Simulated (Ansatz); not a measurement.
**GeSi: molecular dynamics (part 3 of 4)**

Continued. System: GeSi (P6₃mc, 16 atoms in the cell). Method: DFT, r2SCAN, plane waves, PAW (Ansatz 0.2.0); cutoff 500 eV, 3×3×2 k-mesh, Fermi–Dirac smearing of 0.026 eV. The structure was built on a prototype by a generator. The run did not end well. The geometry comes from this level: r2SCAN. It belongs to a series of runs on one base structure; here: npt_langevin at 300 K. The run did not end well; see the last part.

Geometry of the input (Å; fractional positions):
```
7.8129  0.0000  0.0000
-3.9064  6.7661  0.0000
0.0000  0.0000  6.4478
Ge 0.1667  0.3333  0.0004
Ge 0.3333  0.1667  0.5004
Si 0.1667  0.3333  0.3746
Si 0.3333  0.1667  0.8746
Ge 0.1667  0.8333  0.0004
Ge 0.3333  0.6667  0.5004
Si 0.1667  0.8333  0.3746
Si 0.3333  0.6667  0.8746
Ge 0.6667  0.3333  0.0004
Ge 0.8333  0.1667  0.5004
Si 0.6667  0.3333  0.3746
Si 0.8333  0.1667  0.8746
Ge 0.6667  0.8333  0.0004
Ge 0.8333  0.6667  0.5004
Si 0.6667  0.8333  0.3746
Si 0.8333  0.6667  0.8746
```

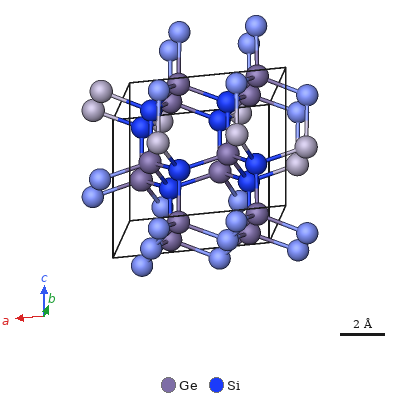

*The geometry at step 11 of the log (ball-and-stick view of the cell of the calculation, seen at an oblique angle; neighbours outside the cell are drawn fainter).*

Trajectory as extended XYZ, continued:
```
16
Lattice="7.8168 0.0000 0.0000 -3.9084 6.7696 0.0000 0.0000 0.0000 6.4511" Properties=species:S:1:pos:R:3:forces:R:3 step=4 time_fs=4.0 energy=-39535.28702 temperature=272.6 pressure_GPa=0.07
Ge   -0.0116    2.2577   -0.0037    0.1437   0.0604   0.0061
Ge    1.9492    1.1290    3.2388    0.2172  -0.0818  -0.1548
Si    0.0052    2.2365    2.4115   -0.0225   0.2630   0.0433
Si    1.9564    1.1317    5.6456   -0.0976  -0.0630   0.0806
Ge   -1.9565    5.6372    0.0067   -0.0692   0.0397  -0.2907
Ge    0.0049    4.5119    3.2281   -0.0657  -0.1830  -0.0632
Si   -1.9374    5.6434    2.3923   -0.1350   0.0245   0.3674
Si    0.0045    4.5265    5.6396   -0.0831  -0.1343   0.0350
Ge    3.9024    2.2679    0.0106    0.0128  -0.1622  -0.0363
Ge    5.8702    1.1313    3.2331   -0.0137  -0.2078   0.0582
Si    3.9225    2.2520    2.4190   -0.2014   0.0437   0.0778
Si    5.8556    1.1249    5.6608   -0.0265   0.0532  -0.1875
Ge    1.9646    5.6348   -0.0048   -0.1329   0.0579   0.2034
Ge    3.9067    4.5184    3.2113    0.2738  -0.1120   0.0918
Si    1.9593    5.6225    2.4259   -0.0925   0.2785  -0.1679
Si    3.8925    4.5039    5.6327    0.2928   0.1233  -0.0633
16
Lattice="7.8182 0.0000 0.0000 -3.9091 6.7708 0.0000 0.0000 0.0000 6.4522" Properties=species:S:1:pos:R:3:forces:R:3 step=5 time_fs=5.0 energy=-39535.27284 temperature=255.0 pressure_GPa=0.03
Ge   -0.0147    2.2582   -0.0056    0.1830   0.0841   0.0122
Ge    1.9486    1.1287    3.2414    0.2573  -0.0979  -0.1778
Si    0.0057    2.2313    2.4108   -0.0175   0.3340   0.0447
Si    1.9571    1.1325    5.6477   -0.1181  -0.0745   0.0914
Ge   -1.9574    5.6370    0.0077   -0.0865   0.0538  -0.3628
Ge    0.0054    4.5127    3.2281   -0.0796  -0.2340  -0.0684
Si   -1.9341    5.6448    2.3863   -0.1625   0.0300   0.4573
Si    0.0057    4.5317    5.6402   -0.1010  -0.1800   0.0336
Ge    3.9019    2.2709    0.0129    0.0180  -0.1998  -0.0489
Ge    5.8731    1.1326    3.2345   -0.0287  -0.2700   0.0692
Si    3.9256    2.2514    2.4204   -0.2353   0.0545   0.0887
Si    5.8557    1.1243    5.6649   -0.0435   0.0626  -0.2203
Ge    1.9679    5.6341   -0.0061   -0.1658   0.0797   0.2448
Ge    3.9072    4.5207    3.2078    0.3351  -0.1430   0.1195
Si    1.9607    5.6179    2.4279   -0.1160   0.3593  -0.2021
Si    3.8895    4.5029    5.6313    0.3611   0.1412  -0.0811
16
Lattice="7.8194 0.0000 0.0000 -3.9097 6.7718 0.0000 0.0000 0.0000 6.4532" Properties=species:S:1:pos:R:3:forces:R:3 step=6 time_fs=6.0 energy=-39535.25643 temperature=259.7 pressure_GPa=0.00
Ge   -0.0180    2.2588   -0.0074    0.2220   0.1072   0.0191
Ge    1.9481    1.1283    3.2439    0.2966  -0.1132  -0.2010
Si    0.0063    2.2262    2.4103   -0.0118   0.4043   0.0412
Si    1.9578    1.1335    5.6494   -0.1387  -0.0847   0.1046
Ge   -1.9585    5.6370    0.0085   -0.1021   0.0691  -0.4299
Ge    0.0057    4.5136    3.2276   -0.0866  -0.2853  -0.0668
Si   -1.9307    5.6460    2.3805   -0.1935   0.0377   0.5398
Si    0.0065    4.5370    5.6409   -0.1154  -0.2254   0.0272
Ge    3.9013    2.2739    0.0150    0.0235  -0.2337  -0.0589
Ge    5.8761    1.1340    3.2354   -0.0481  -0.3345   0.0822
Si    3.9283    2.2512    2.4221   -0.2647   0.0616   0.0930
Si    5.8556    1.1237    5.6687   -0.0601   0.0700  -0.2520
Ge    1.9711    5.6332   -0.0072   -0.1979   0.1026   0.2764
Ge    3.9077    4.5229    3.2045    0.3947  -0.1718   0.1422
Si    1.9622    5.6130    2.4290   -0.1414   0.4420  -0.2262
Si    3.8868    4.5022    5.6291    0.4235   0.1541  -0.0909
16
Lattice="7.8207 0.0000 0.0000 -3.9104 6.7730 0.0000 0.0000 0.0000 6.4543" Properties=species:S:1:pos:R:3:forces:R:3 step=7 time_fs=7.0 energy=-39535.23759 temperature=248.6 pressure_GPa=-0.04
Ge   -0.0215    2.2592   -0.0089    0.2625   0.1321   0.0270
Ge    1.9477    1.1282    3.2469    0.3375  -0.1274  -0.2307
Si    0.0073    2.2218    2.4100   -0.0087   0.4627   0.0370
Si    1.9582    1.1347    5.6513   -0.1576  -0.0954   0.1193
Ge   -1.9598    5.6374    0.0090   -0.1198   0.0820  -0.4972
Ge    0.0060    4.5145    3.2271   -0.0934  -0.3292  -0.0609
Si   -1.9269    5.6475    2.3745   -0.2289   0.0456   0.6266
Si    0.0069    4.5421    5.6419   -0.1257  -0.2674   0.0170
Ge    3.9008    2.2766    0.0169    0.0311  -0.2618  -0.0663
Ge    5.8792    1.1354    3.2363   -0.0628  -0.3964   0.0953
Si    3.9316    2.2514    2.4241   -0.2991   0.0661   0.0941
Si    5.8559    1.1228    5.6726   -0.0815   0.0794  -0.2847
Ge    1.9743    5.6324   -0.0084   -0.2341   0.1222   0.3061
Ge    3.9084    4.5252    3.2016    0.4545  -0.1952   0.1550
Si    1.9636    5.6081    2.4297   -0.1627   0.5220  -0.2461
Si    3.8839    4.5019    5.6265    0.4886   0.1607  -0.0917
16
Lattice="7.8215 0.0000 0.0000 -3.9108 6.7736 0.0000 0.0000 0.0000 6.4550" Properties=species:S:1:pos:R:3:forces:R:3 step=8 time_fs=8.0 energy=-39535.21706 temperature=238.6 pressure_GPa=-0.05
Ge   -0.0252    2.2591   -0.0106    0.3049   0.1627   0.0415
Ge    1.9471    1.1281    3.2501    0.3803  -0.1422  -0.2641
Si    0.0082    2.2180    2.4101   -0.0064   0.5108   0.0256
Si    1.9583    1.1363    5.6529   -0.1758  -0.1139   0.1335
Ge   -1.9610    5.6373    0.0094   -0.1400   0.0969  -0.5649
Ge    0.0065    4.5149    3.2262   -0.1073  -0.3664  -0.0517
Si   -1.9232    5.6484    2.3685   -0.2613   0.0559   0.7140
Si    0.0070    4.5466    5.6424   -0.1326  -0.3075   0.0073
Ge    3.8999    2.2787    0.0188    0.0398  -0.2825  -0.0740
Ge    5.8817    1.1364    3.2369   -0.0775  -0.4519   0.1094
Si    3.9347    2.2518    2.4258   -0.3348   0.0646   0.0983
Si    5.8559    1.1218    5.6759   -0.1067   0.0838  -0.3189
Ge    1.9775    5.6312   -0.0096   -0.2750   0.1418   0.3334
Ge    3.9090    4.5270    3.1988    0.5053  -0.2111   0.1617
Si    1.9642    5.6031    2.4299   -0.1702   0.5954  -0.2633
Si    3.8804    4.5011    5.6233    0.5573   0.1638  -0.0877
16
Lattice="7.8216 0.0000 0.0000 -3.9108 6.7737 0.0000 0.0000 0.0000 6.4550" Properties=species:S:1:pos:R:3:forces:R:3 step=9 time_fs=9.0 energy=-39535.19553 temperature=222.6 pressure_GPa=-0.05
Ge   -0.0287    2.2588   -0.0123    0.3456   0.1945   0.0631
Ge    1.9462    1.1279    3.2529    0.4210  -0.1567  -0.2920
Si    0.0091    2.2143    2.4103   -0.0053   0.5522   0.0086
Si    1.9581    1.1382    5.6546   -0.1911  -0.1391   0.1399
Ge   -1.9620    5.6364    0.0095   -0.1622   0.1153  -0.6284
Ge    0.0072    4.5145    3.2250   -0.1244  -0.3989  -0.0374
Si   -1.9192    5.6487    2.3625   -0.2935   0.0649   0.7975
Si    0.0070    4.5504    5.6427   -0.1363  -0.3439  -0.0067
Ge    3.8988    2.2805    0.0206    0.0484  -0.2992  -0.0801
Ge    5.8836    1.1371    3.2369   -0.0969  -0.4988   0.1272
Si    3.9366    2.2524    2.4270   -0.3616   0.0540   0.1030
Si    5.8556    1.1212    5.6791   -0.1338   0.0797  -0.3574
Ge    1.9804    5.6294   -0.0106   -0.3180   0.1664   0.3613
Ge    3.9094    4.5277    3.1957    0.5494  -0.2166   0.1687
Si    1.9642    5.5979    2.4303   -0.1686   0.6615  -0.2832
Si    3.8763    4.4999    5.6195    0.6275   0.1646  -0.0843
16
Lattice="7.8215 0.0000 0.0000 -3.9108 6.7737 0.0000 0.0000 0.0000 6.4550" Properties=species:S:1:pos:R:3:forces:R:3 step=10 time_fs=10.0 energy=-39535.17364 temperature=201.7 pressure_GPa=-0.05
Ge   -0.0319    2.2586   -0.0140    0.3863   0.2244   0.0846
Ge    1.9454    1.1277    3.2554    0.4567  -0.1700  -0.3148
Si    0.0100    2.2109    2.4099   -0.0048   0.5853  -0.0021
Si    1.9578    1.1398    5.6566   -0.2027  -0.1629   0.1387
Ge   -1.9629    5.6352    0.0095   -0.1869   0.1355  -0.6872
Ge    0.0077    4.5136    3.2238   -0.1414  -0.4232  -0.0211
Si   -1.9153    5.6490    2.3564   -0.3240   0.0705   0.8817
Si    0.0066    4.5537    5.6433   -0.1328  -0.3757  -0.0273
Ge    3.8978    2.2822    0.0222    0.0559  -0.3153  -0.0821
Ge    5.8853    1.1376    3.2369   -0.1144  -0.5356   0.1464
Si    3.9383    2.2533    2.4285   -0.3843   0.0386   0.1027
Si    5.8556    1.1208    5.6823   -0.1648   0.0708  -0.3978
Ge    1.9833    5.6273   -0.0116   -0.3643   0.1937   0.3922
Ge    3.9099    4.5280    3.1927    0.5871  -0.2114   0.1748
Si    1.9638    5.5934    2.4311   -0.1618   0.7136  -0.3064
Si    3.8723    4.4988    5.6158    0.6962   0.1615  -0.0825
16
Lattice="7.8217 0.0000 0.0000 -3.9109 6.7738 0.0000 0.0000 0.0000 6.4551" Properties=species:S:1:pos:R:3:forces:R:3 step=11 time_fs=11.0 energy=-39535.15181 temperature=183.3 pressure_GPa=-0.05
Ge   -0.0350    2.2584   -0.0157    0.4291   0.2529   0.1059
Ge    1.9449    1.1278    3.2577    0.4895  -0.1817  -0.3299
Si    0.0109    2.2078    2.4091   -0.0054   0.6159  -0.0076
Si    1.9579    1.1416    5.6592   -0.2162  -0.1875   0.1282
Ge   -1.9634    5.6341    0.0094   -0.2113   0.1590  -0.7395
Ge    0.0077    4.5125    3.2227   -0.1535  -0.4416  -0.0072
Si   -1.9119    5.6499    2.3508   -0.3507   0.0724   0.9609
Si    0.0060    4.5566    5.6441   -0.1227  -0.4030  -0.0496
Ge    3.8971    2.2840    0.0235    0.0674  -0.3276  -0.0796
Ge    5.8872    1.1382    3.2373   -0.1292  -0.5682   0.1621
Si    3.9402    2.2543    2.4302   -0.4057   0.0204   0.0974
Si    5.8563    1.1202    5.6856   -0.2010   0.0632  -0.4370
Ge    1.9865    5.6255   -0.0127   -0.4134   0.2175   0.4241
Ge    3.9106    4.5281    3.1898    0.6175  -0.1979   0.1811
Si    1.9634    5.5899    2.4320   -0.1544   0.7541  -0.3266
Si    3.8691    4.4983    5.6124    0.7599   0.1523  -0.0828
16
Lattice="7.8219 0.0000 0.0000 -3.9109 6.7740 0.0000 0.0000 0.0000 6.4552" Properties=species:S:1:pos:R:3:forces:R:3 step=12 time_fs=12.0 energy=-39535.12921 temperature=199.7 pressure_GPa=-0.03
Ge   -0.0382    2.2582   -0.0174    0.4716   0.2772   0.1307
Ge    1.9443    1.1282    3.2596    0.5268  -0.1967  -0.3337
Si    0.0124    2.2044    2.4084   -0.0193   0.6502  -0.0162
Si    1.9579    1.1434    5.6622   -0.2291  -0.2135   0.1092
Ge   -1.9640    5.6328    0.0091   -0.2290   0.1814  -0.7875
Ge    0.0074    4.5115    3.2216   -0.1596  -0.4608   0.0038
Si   -1.9085    5.6511    2.3457   -0.3805   0.0708   1.0314
Si    0.0055    4.5586    5.6444   -0.1124  -0.4192  -0.0664
Ge    3.8965    2.2859    0.0242    0.0793  -0.3367  -0.0705
Ge    5.8890    1.1387    3.2379   -0.1383  -0.5998   0.1754
Si    3.9422    2.2550    2.4319   -0.4254   0.0050   0.0856
Si    5.8570    1.1198    5.6889   -0.2368   0.0518  -0.4761
Ge    1.9897    5.6236   -0.0141   -0.4667   0.2415   0.4564
Ge    3.9110    4.5280    3.1867    0.6517  -0.1836   0.1887
Si    1.9630    5.5862    2.4328   -0.1525   0.7943  -0.3477
Si    3.8662    4.4983    5.6087    0.8203   0.1380  -0.0830
16
Lattice="7.8218 0.0000 0.0000 -3.9109 6.7739 0.0000 0.0000 0.0000 6.4552" Properties=species:S:1:pos:R:3:forces:R:3 step=13 time_fs=13.0 energy=-39535.10554 temperature=204.5 pressure_GPa=-0.01
Ge   -0.0414    2.2581   -0.0195    0.5144   0.3021   0.1632
Ge    1.9437    1.1288    3.2613    0.5673  -0.2128  -0.3314
Si    0.0144    2.2009    2.4081   -0.0423   0.6858  -0.0354
Si    1.9574    1.1454    5.6652   -0.2367  -0.2409   0.0880
Ge   -1.9648    5.6313    0.0090   -0.2434   0.2052  -0.8329
Ge    0.0071    4.5103    3.2201   -0.1659  -0.4806   0.0168
Si   -1.9048    5.6526    2.3410   -0.4152   0.0634   1.0939
Si    0.0045    4.5601    5.6441   -0.0978  -0.4281  -0.0781
Ge    3.8959    2.2882    0.0245    0.0853  -0.3464  -0.0550
Ge    5.8904    1.1391    3.2383   -0.1441  -0.6299   0.1901
Si    3.9440    2.2555    2.4337   -0.4438  -0.0098   0.0666
Si    5.8572    1.1201    5.6920   -0.2716   0.0264  -0.5145
Ge    1.9929    5.6213   -0.0153   -0.5243   0.2712   0.4851
Ge    3.9111    4.5274    3.1836    0.6895  -0.1648   0.1935
Si    1.9626    5.5823    2.4338   -0.1489   0.8349  -0.3717
Si    3.8634    4.4984    5.6044    0.8774   0.1244  -0.0782
16
Lattice="7.8211 0.0000 0.0000 -3.9106 6.7733 0.0000 0.0000 0.0000 6.4546" Properties=species:S:1:pos:R:3:forces:R:3 step=15 time_fs=15.0 energy=-39535.06002 temperature=155.4 pressure_GPa=0.01
Ge   -0.0473    2.2583   -0.0229    0.5918   0.3436   0.2251
Ge    1.9430    1.1290    3.2649    0.6420  -0.2379  -0.3232
Si    0.0195    2.1946    2.4076   -0.1014   0.7449  -0.0677
Si    1.9560    1.1495    5.6710   -0.2431  -0.3017   0.0467
Ge   -1.9662    5.6274    0.0089   -0.2680   0.2590  -0.9160
Ge    0.0064    4.5080    3.2170   -0.1709  -0.5191   0.0499
Si   -1.8976    5.6546    2.3329   -0.4796   0.0504   1.2014
Si    0.0032    4.5620    5.6439   -0.0690  -0.4344  -0.1093
Ge    3.8948    2.2926    0.0253    0.0878  -0.3624  -0.0249
Ge    5.8928    1.1395    3.2389   -0.1486  -0.6754   0.2127
Si    3.9467    2.2571    2.4373   -0.4687  -0.0545   0.0279
Si    5.8568    1.1218    5.6977   -0.3307  -0.0343  -0.5871
Ge    1.9990    5.6170   -0.0173   -0.6282   0.3288   0.5298
Ge    3.9119    4.5251    3.1780    0.7403  -0.1095   0.1961
Si    1.9613    5.5750    2.4349   -0.1282   0.9016  -0.4037
Si    3.8585    4.4982    5.5953    0.9746   0.1008  -0.0579
16
Lattice="7.8208 0.0000 0.0000 -3.9104 6.7730 0.0000 0.0000 0.0000 6.4543" Properties=species:S:1:pos:R:3:forces:R:3 step=16 time_fs=16.0 energy=-39535.03868 temperature=147.3 pressure_GPa=0.03
Ge   -0.0499    2.2585   -0.0243    0.6232   0.3581   0.2470
Ge    1.9429    1.1290    3.2667    0.6724  -0.2526  -0.3278
Si    0.0223    2.1918    2.4068   -0.1332   0.7691  -0.0718
Si    1.9552    1.1511    5.6734   -0.2436  -0.3217   0.0326
Ge   -1.9668    5.6258    0.0087   -0.2769   0.2807  -0.9556
Ge    0.0061    4.5070    3.2157   -0.1702  -0.5387   0.0587
Si   -1.8944    5.6547    2.3286   -0.5064   0.0523   1.2587
Si    0.0022    4.5626    5.6437   -0.0486  -0.4335  -0.1216
Ge    3.8942    2.2949    0.0258    0.0875  -0.3770  -0.0103
Ge    5.8937    1.1395    3.2390   -0.1466  -0.6885   0.2164
Si    3.9476    2.2583    2.4393   -0.4759  -0.0810   0.0078
Si    5.8564    1.1225    5.6999   -0.3538  -0.0593  -0.6148
Ge    2.0022    5.6151   -0.0187   -0.6805   0.3524   0.5474
Ge    3.9124    4.5241    3.1753    0.7576  -0.0805   0.1980
Si    1.9607    5.5720    2.4344   -0.1177   0.9263  -0.4100
Si    3.8570    4.4978    5.5914    1.0127   0.0939  -0.0545
16
Lattice="7.8208 0.0000 0.0000 -3.9104 6.7730 0.0000 0.0000 0.0000 6.4544" Properties=species:S:1:pos:R:3:forces:R:3 step=17 time_fs=17.0 energy=-39535.01810 temperature=138.9 pressure_GPa=0.03
Ge   -0.0521    2.2589   -0.0256    0.6460   0.3683   0.2651
Ge    1.9428    1.1290    3.2688    0.7028  -0.2674  -0.3352
Si    0.0253    2.1896    2.4059   -0.1693   0.7885  -0.0721
Si    1.9542    1.1527    5.6758   -0.2405  -0.3383   0.0198
Ge   -1.9677    5.6249    0.0084   -0.2831   0.2970  -0.9935
Ge    0.0060    4.5065    3.2146   -0.1694  -0.5590   0.0657
Si   -1.8910    5.6551    2.3245   -0.5353   0.0563   1.3146
Si    0.0009    4.5630    5.6435   -0.0249  -0.4256  -0.1292
Ge    3.8937    2.2973    0.0265    0.0862  -0.3923   0.0043
Ge    5.8947    1.1392    3.2396   -0.1423  -0.6943   0.2142
Si    3.9485    2.2599    2.4417   -0.4808  -0.1129  -0.0143
Si    5.8558    1.1236    5.7019   -0.3706  -0.0865  -0.6348
Ge    2.0053    5.6136   -0.0202   -0.7306   0.3740   0.5607
Ge    3.9128    4.5236    3.1730    0.7780  -0.0499   0.1991
Si    1.9602    5.5694    2.4339   -0.1089   0.9507  -0.4168
Si    3.8561    4.4976    5.5877    1.0427   0.0913  -0.0476
16
Lattice="7.8208 0.0000 0.0000 -3.9104 6.7730 0.0000 0.0000 0.0000 6.4543" Properties=species:S:1:pos:R:3:forces:R:3 step=18 time_fs=18.0 energy=-39534.99852 temperature=137.2 pressure_GPa=0.05
Ge   -0.0541    2.2594   -0.0269    0.6593   0.3742   0.2816
Ge    1.9426    1.1291    3.2708    0.7347  -0.2803  -0.3404
Si    0.0283    2.1880    2.4050   -0.2055   0.8006  -0.0706
Si    1.9533    1.1546    5.6787   -0.2388  -0.3569   0.0010
Ge   -1.9686    5.6241    0.0080   -0.2849   0.3103  -1.0261
Ge    0.0059    4.5060    3.2137   -0.1666  -0.5801   0.0736
Si   -1.8874    5.6549    2.3208   -0.5682   0.0659   1.3613
Si   -0.0001    4.5631    5.6431   -0.0060  -0.4141  -0.1332
Ge    3.8931    2.2997    0.0273    0.0852  -0.4027   0.0194
Ge    5.8958    1.1388    3.2401   -0.1356  -0.6970   0.2109
Si    3.9499    2.2619    2.4443   -0.4902  -0.1498  -0.0367
Si    5.8545    1.1247    5.7037   -0.3764  -0.1092  -0.6520
Ge    2.0080    5.6123   -0.0216   -0.7740   0.3905   0.5729
Ge    3.9132    4.5230    3.1708    0.7973  -0.0172   0.1975
Si    1.9595    5.5668    2.4337   -0.0965   0.9751  -0.4271
Si    3.8554    4.4973    5.5835    1.0662   0.0906  -0.0322
```
